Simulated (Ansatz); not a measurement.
Single-point calculation of C₁₂₈ (part 2 of 2)

The same run, continued: C₁₂₈ (128 atoms in the cell); DFT, HSE06, PAW, plane waves (Ansatz 0.2.0); cutoff 420 eV, 1×1×1 k-mesh, Fermi–Dirac smearing of 0.01 eV. The structure was built on a prototype by a generator.

Output, continued
```
--- Forces (eV/Å), atoms counted from 1 ---
  atom   1  C      0.07236345     0.07236345     0.07236345
  atom   2  C      0.07236345     0.07236345     0.07236345
  atom   3  C      0.07236345     0.07236345     0.07236345
  atom   4  C      0.07236345     0.07236345     0.07236345
  atom   5  C      0.07236345     0.07236345     0.07236345
  atom   6  C      0.07236345     0.07236345     0.07236345
  atom   7  C      0.07236345     0.07236345     0.07236345
  atom   8  C      0.07236345     0.07236345     0.07236345
  atom   9  C      0.07236345     0.07236345     0.07236345
  atom  10  C      0.07236345     0.07236345     0.07236345
  atom  11  C      0.07236345     0.07236345     0.07236345
  atom  12  C      0.07236345     0.07236345     0.07236345
  atom  13  C      0.07236345     0.07236345     0.07236345
  atom  14  C      0.07236345     0.07236345     0.07236345
  atom  15  C      0.07236345     0.07236345     0.07236345
  atom  16  C      0.07236345     0.07236345     0.07236345
  atom  17  C     -0.07236345    -0.07236345    -0.07236345
  atom  18  C     -0.07236345    -0.07236345    -0.07236345
  atom  19  C     -0.07236345    -0.07236345    -0.07236345
  atom  20  C     -0.07236345    -0.07236345    -0.07236345
  atom  21  C     -0.07236345    -0.07236345    -0.07236345
  atom  22  C     -0.07236345    -0.07236345    -0.07236345
  atom  23  C     -0.07236345    -0.07236345    -0.07236345
  atom  24  C     -0.07236345    -0.07236345    -0.07236345
  atom  25  C     -0.07236345    -0.07236345    -0.07236345
  atom  26  C     -0.07236345    -0.07236345    -0.07236345
  atom  27  C     -0.07236345    -0.07236345    -0.07236345
  atom  28  C     -0.07236345    -0.07236345    -0.07236345
  atom  29  C     -0.07236345    -0.07236345    -0.07236345
  atom  30  C     -0.07236345    -0.07236345    -0.07236345
  atom  31  C     -0.07236345    -0.07236345    -0.07236345
  atom  32  C     -0.07236345    -0.07236345    -0.07236345
  atom  33  C      0.07236345     0.07236345     0.07236345
  atom  34  C      0.07236345     0.07236345     0.07236345
  atom  35  C      0.07236345     0.07236345     0.07236345
  atom  36  C      0.07236345     0.07236345     0.07236345
  atom  37  C      0.07236345     0.07236345     0.07236345
  atom  38  C      0.07236345     0.07236345     0.07236345
  atom  39  C      0.07236345     0.07236345     0.07236345
  atom  40  C      0.07236345     0.07236345     0.07236345
  atom  41  C      0.07236345     0.07236345     0.07236345
  atom  42  C      0.07236345     0.07236345     0.07236345
  atom  43  C      0.07236345     0.07236345     0.07236345
  atom  44  C      0.07236345     0.07236345     0.07236345
  atom  45  C      0.07236345     0.07236345     0.07236345
  atom  46  C      0.07236345     0.07236345     0.07236345
  atom  47  C      0.07236345     0.07236345     0.07236345
  atom  48  C      0.07236345     0.07236345     0.07236345
  atom  49  C     -0.07236345    -0.07236345    -0.07236345
  atom  50  C     -0.07236345    -0.07236345    -0.07236345
  atom  51  C     -0.07236345    -0.07236345    -0.07236345
  atom  52  C     -0.07236345    -0.07236345    -0.07236345
  atom  53  C     -0.07236345    -0.07236345    -0.07236345
  atom  54  C     -0.07236345    -0.07236345    -0.07236345
  atom  55  C     -0.07236345    -0.07236345    -0.07236345
  atom  56  C     -0.07236345    -0.07236345    -0.07236345
  atom  57  C     -0.07236345    -0.07236345    -0.07236345
  atom  58  C     -0.07236345    -0.07236345    -0.07236345
  atom  59  C     -0.07236345    -0.07236345    -0.07236345
  atom  60  C     -0.07236345    -0.07236345    -0.07236345
  atom  61  C     -0.07236345    -0.07236345    -0.07236345
  atom  62  C     -0.07236345    -0.07236345    -0.07236345
  atom  63  C     -0.07236345    -0.07236345    -0.07236345
  atom  64  C     -0.07236345    -0.07236345    -0.07236345
  atom  65  C      0.07236345     0.07236345     0.07236345
  atom  66  C      0.07236345     0.07236345     0.07236345
  atom  67  C      0.07236345     0.07236345     0.07236345
  atom  68  C      0.07236345     0.07236345     0.07236345
  atom  69  C      0.07236345     0.07236345     0.07236345
  atom  70  C      0.07236345     0.07236345     0.07236345
  atom  71  C      0.07236345     0.07236345     0.07236345
  atom  72  C      0.07236345     0.07236345     0.07236345
  atom  73  C      0.07236345     0.07236345     0.07236345
  atom  74  C      0.07236345     0.07236345     0.07236345
  atom  75  C      0.07236345     0.07236345     0.07236345
  atom  76  C      0.07236345     0.07236345     0.07236345
  atom  77  C      0.07236345     0.07236345     0.07236345
  atom  78  C      0.07236345     0.07236345     0.07236345
  atom  79  C      0.07236345     0.07236345     0.07236345
  atom  80  C      0.07236345     0.07236345     0.07236345
  atom  81  C     -0.07236345    -0.07236345    -0.07236345
  atom  82  C     -0.07236345    -0.07236345    -0.07236345
  atom  83  C     -0.07236345    -0.07236345    -0.07236345
  atom  84  C     -0.07236345    -0.07236345    -0.07236345
  atom  85  C     -0.07236345    -0.07236345    -0.07236345
  atom  86  C     -0.07236345    -0.07236345    -0.07236345
  atom  87  C     -0.07236345    -0.07236345    -0.07236345
  atom  88  C     -0.07236345    -0.07236345    -0.07236345
  atom  89  C     -0.07236345    -0.07236345    -0.07236345
  atom  90  C     -0.07236345    -0.07236345    -0.07236345
  atom  91  C     -0.07236345    -0.07236345    -0.07236345
  atom  92  C     -0.07236345    -0.07236345    -0.07236345
  atom  93  C     -0.07236345    -0.07236345    -0.07236345
  atom  94  C     -0.07236345    -0.07236345    -0.07236345
  atom  95  C     -0.07236345    -0.07236345    -0.07236345
  atom  96  C     -0.07236345    -0.07236345    -0.07236345
  atom  97  C      0.07236345     0.07236345     0.07236345
  atom  98  C      0.07236345     0.07236345     0.07236345
  atom  99  C      0.07236345     0.07236345     0.07236345
  atom 100  C      0.07236345     0.07236345     0.07236345
  atom 101  C      0.07236345     0.07236345     0.07236345
  atom 102  C      0.07236345     0.07236345     0.07236345
  atom 103  C      0.07236345     0.07236345     0.07236345
  atom 104  C      0.07236345     0.07236345     0.07236345
  atom 105  C      0.07236345     0.07236345     0.07236345
  atom 106  C      0.07236345     0.07236345     0.07236345
  atom 107  C      0.07236345     0.07236345     0.07236345
  atom 108  C      0.07236345     0.07236345     0.07236345
  atom 109  C      0.07236345     0.07236345     0.07236345
  atom 110  C      0.07236345     0.07236345     0.07236345
  atom 111  C      0.07236345     0.07236345     0.07236345
  atom 112  C      0.07236345     0.07236345     0.07236345
  atom 113  C     -0.07236345    -0.07236345    -0.07236345
  atom 114  C     -0.07236345    -0.07236345    -0.07236345
  atom 115  C     -0.07236345    -0.07236345    -0.07236345
  atom 116  C     -0.07236345    -0.07236345    -0.07236345
  atom 117  C     -0.07236345    -0.07236345    -0.07236345
  atom 118  C     -0.07236345    -0.07236345    -0.07236345
  atom 119  C     -0.07236345    -0.07236345    -0.07236345
  atom 120  C     -0.07236345    -0.07236345    -0.07236345
  atom 121  C     -0.07236345    -0.07236345    -0.07236345
  atom 122  C     -0.07236345    -0.07236345    -0.07236345
  atom 123  C     -0.07236345    -0.07236345    -0.07236345
  atom 124  C     -0.07236345    -0.07236345    -0.07236345
  atom 125  C     -0.07236345    -0.07236345    -0.07236345
  atom 126  C     -0.07236345    -0.07236345    -0.07236345
  atom 127  C     -0.07236345    -0.07236345    -0.07236345
  atom 128  C     -0.07236345    -0.07236345    -0.07236345
  max |Σ_I F_I| component: 6.20e-15 eV/Å
--- Band table (eV) ---
  k-point 0: bands = ["-10.7684", "-8.8970", "-8.8970", "-8.8969", "-8.8969", "-8.8969", "-8.8969", "-8.8969", "-8.8969", "-8.2747", ... 174 levels left out ..., "7.5164", "7.5164", "7.5164", "7.5370", "7.5370", "7.5370", "7.5370", "7.5370", "7.5370", "7.5370", "7.5370", "7.5370", "7.5370", "7.5370", "7.5370", "7.8986", "7.8986", "7.8986", "7.8986", "7.8986", "7.8986", "8.3682", "8.3682", "8.3682", "8.3682", "8.3682", "8.3682", "8.3944", "8.3944",
      "8.3944", "8.3944", "8.3944", "8.3944", "9.5660", "9.5660", "9.5660", "9.5660", "9.5660", "9.5660", "9.5997", "9.5997", "9.5997", "9.5997", "9.5997", "9.5997", "9.7713", "9.7713", "9.7713", "9.7925", "9.7925", "9.8330", "9.8330", "9.8330", "10.9606", "10.9606", "10.9606", "10.9606", "10.9606", "10.9606", "10.9749", "10.9749", "10.9749", "10.9749", "11.0244", "11.0244", "11.0244", "11.0244", "11.0244", "11.0244",
      "12.8596", "12.8596", "12.9476", "18.6269", "18.6269", "18.6269", "18.6269", "18.6269", "18.6269", "18.8620", "18.8620", "18.8620", "18.8779", "18.8779", "18.8779", "19.8968", "19.9711", "19.9711", "20.3073", "20.3073", "20.3073", "20.3073", "20.3073", "20.3073", "20.3143", "20.3143", "20.3143", "20.3143", "20.3143", "20.3143", "20.3300", "20.3300", "20.3300", "20.3300", "20.3300", "20.3300", "20.3300", "20.3300", "20.3300", "20.3300",
      "20.3300", "20.3300", "22.2839", "22.2839", "22.2839", "22.2839", "22.2839", "22.2839", "22.3253", "22.3253", "22.3253", "22.3253", "22.3354", "22.3354", "22.3354", "22.3354", "22.3354", "22.3354", "22.3538", "22.3538", "22.3538", "22.3538", "22.3538", "22.3538", "22.3658", "22.3658", "22.3658", "22.3658", "22.3658", "22.3658", "22.6457", "22.6457", "22.6615", "22.6615", "22.6615", "22.6615", "22.6615", "22.6615", "22.9516", "22.9516",
      "22.9516", "22.9862", "22.9862", "23.0510", "23.0510", "23.0510", "23.4191", "23.4243", "23.4243", "23.4243", "24.6933", "24.6933", "24.6933", "24.6933", "24.6933", "24.6933", "24.7812", "24.7812", "24.7812", "24.7812", "24.7812", "24.7812", "24.8259", "24.8259", "24.8259", "24.8259", "24.8259", "24.8259", "25.0923", "25.0923", "25.0923", "25.0923", "25.0923", "25.0923", "25.1437", "25.1437", "25.1437", "25.1437", "25.1437", "25.1437",
      "26.0628", "26.0628", "26.0628", "26.0628", "26.0628", "26.0628", "26.0628", "26.0628", "26.0628", "26.0628", "26.0628"]
--- Löwdin populations: 128 sites ---
  site symbol       q [e]
     0      C      3.9859
     1      C      3.9859
     2      C      3.9859
     3      C      3.9859
     4      C      3.9859
     5      C      3.9859
     6      C      3.9859
     7      C      3.9859
     8      C      3.9859
     9      C      3.9859
    10      C      3.9859
    11      C      3.9859
    12      C      3.9859
    13      C      3.9859
    14      C      3.9859
    15      C      3.9859
    16      C      3.9859
    17      C      3.9859
    18      C      3.9859
    19      C      3.9859
    20      C      3.9859
    21      C      3.9859
    22      C      3.9859
    23      C      3.9859
    24      C      3.9859
    25      C      3.9859
    26      C      3.9859
    27      C      3.9859
    28      C      3.9859
    29      C      3.9859
    30      C      3.9859
    31      C      3.9859
    32      C      3.9859
    33      C      3.9859
    34      C      3.9859
    35      C      3.9859
    36      C      3.9859
    37      C      3.9859
    38      C      3.9859
    39      C      3.9859
    40      C      3.9859
    41      C      3.9859
    42      C      3.9859
    43      C      3.9859
    44      C      3.9859
    45      C      3.9859
    46      C      3.9859
    47      C      3.9859
    48      C      3.9859
    49      C      3.9859
    50      C      3.9859
    51      C      3.9859
    52      C      3.9859
    53      C      3.9859
    54      C      3.9859
    55      C      3.9859
    56      C      3.9859
    57      C      3.9859
    58      C      3.9859
    59      C      3.9859
    60      C      3.9859
    61      C      3.9859
    62      C      3.9859
    63      C      3.9859
    64      C      3.9859
    65      C      3.9859
    66      C      3.9859
    67      C      3.9859
    68      C      3.9859
    69      C      3.9859
    70      C      3.9859
    71      C      3.9859
    72      C      3.9859
    73      C      3.9859
    74      C      3.9859
    75      C      3.9859
    76      C      3.9859
    77      C      3.9859
    78      C      3.9859
    79      C      3.9859
    80      C      3.9859
    81      C      3.9859
    82      C      3.9859
    83      C      3.9859
    84      C      3.9859
    85      C      3.9859
    86      C      3.9859
    87      C      3.9859
    88      C      3.9859
    89      C      3.9859
    90      C      3.9859
    91      C      3.9859
    92      C      3.9859
    93      C      3.9859
    94      C      3.9859
    95      C      3.9859
    96      C      3.9859
    97      C      3.9859
    98      C      3.9859
    99      C      3.9859
   100      C      3.9859
   101      C      3.9859
   102      C      3.9859
   103      C      3.9859
   104      C      3.9859
   105      C      3.9859
   106      C      3.9859
   107      C      3.9859
   108      C      3.9859
   109      C      3.9859
   110      C      3.9859
   111      C      3.9859
   112      C      3.9859
   113      C      3.9859
   114      C      3.9859
   115      C      3.9859
   116      C      3.9859
   117      C      3.9859
   118      C      3.9859
   119      C      3.9859
   120      C      3.9859
   121      C      3.9859
   122      C      3.9859
   123      C      3.9859
   124      C      3.9859
   125      C      3.9859
   126      C      3.9859
   127      C      3.9859
  spilling = 0.003519 (of n_electrons = 512.000000)
```

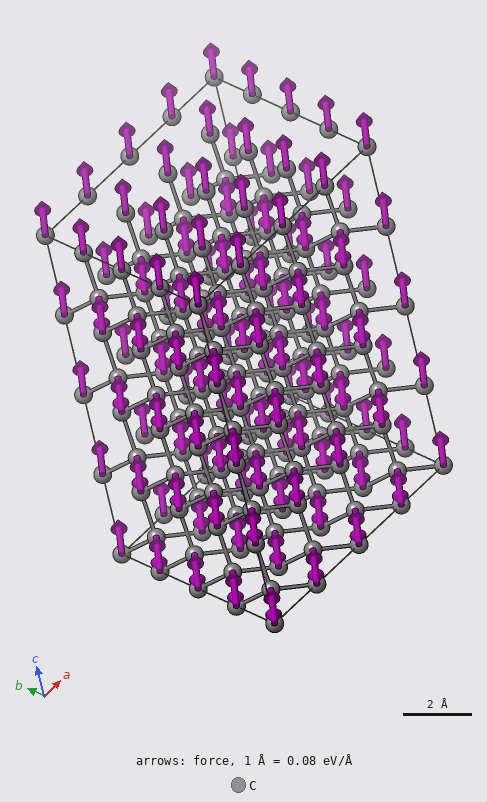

**Figure 1.** Forces on the atoms as pink arrows (ball-and-stick view of the cell of the calculation, seen slightly off an axis). The largest act on all 128 C atoms (0.13 eV/Å). Atoms are counted from 1 in the order of the input and aren't labelled in the picture. 
